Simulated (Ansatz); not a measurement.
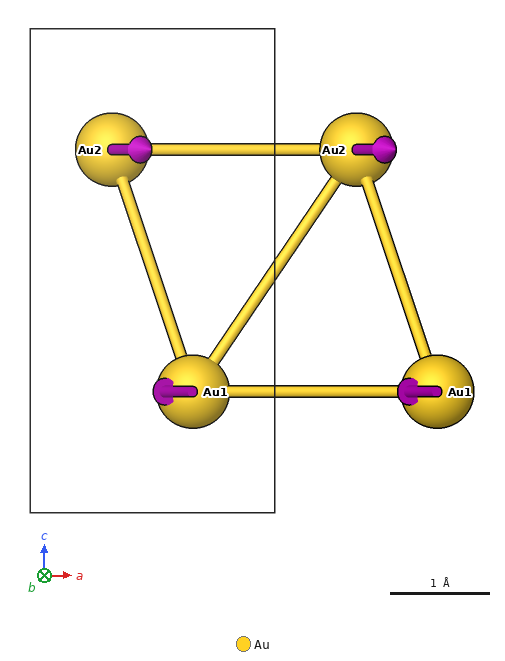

A relaxation of a crystal of Au (set up in Cmcm) (coarse preliminary run). The starting structure is drawn; purple arrows show the displacements (the part carried along by the change of the cell is left out), magnified 20 times.

A ball-and-stick model of the cell of the calculation, repeated 2 × 1 × 1 with one cell outlined, seen along the b axis.

All numbers below come from DFT LDA, scalar-relativistic, plane waves, PAW in Ansatz 0.2.0.

Input
```yaml
crystal:
  lattice:
    - [1.411309965, -2.555933025, 0.0]
    - [1.411309965, 2.555933025, 0.0]
    - [0.0, 0.0, 4.89316961]
  atoms:
    - { symbol: Au, position: [0.66532797, 0.33467203, 0.25] }
    - { symbol: Au, position: [0.33467203, 0.66532797, 0.75] }
basis:
  ecutwfc: 420
kpoints:
  mp_grid: { grid: [8, 8, 4] }
hamiltonian:
  xc: lda
scf:
  occupations: { method: gaussian, width: 0.1 }
output:
  forces: true
  stress: true
  eigenvalues: true
relax:
  adjacent_minimum: "off"
  f_tol: 0.05
  max_steps: 80
  cell: { stress_tol: 0.5 }
```

Run as
```bash
ansatz run input.yaml --threads 1 --pin off --max-ram 3072MiB --backend cpu --events-out ev --progress --plain --runs-dir out
```

> What did the optimiser do to the structure, and how much energy did it gain?

After 5 accepted moves (7 points after the start) the energy has fallen by 37.6 meV per atom. Largest force component: 0.016 eV/Å at the start, 0.004 eV/Å at the end. The pressure goes from −9.19 to −0.05 GPa. The line search rejected the trial step at point 1 of the run. At 1 point the geometry stayed and the basis and grid were re-selected for the new cell (energy shift of 0.3 meV per atom at most each time). The largest moves relative to the cell, 0.042 Å, are those of Au1 and Au2. Au1 goes along [−1 1 0]. The volume changes by −5.7 %, with a = b 2.920 → 2.931 Å (+0.4 %), c 4.893 → 4.673 Å (−4.5 %), γ 122.2° → 124.0°. Near-neighbour distances that change, for instance: Au1–Au2 2.974 → 2.847 Å, Au1–Au2 (another image) 2.954 → 2.877 Å, Au1–Au1 2.823 → 2.753 Å, Au1–Au1 (another image) 2.920 → 2.931 Å. The space group stays Cmcm (No. 63). Cost: 16 s on 1 thread of Arm Neoverse V2, with other jobs on the host, peak memory 0.32 GiB.
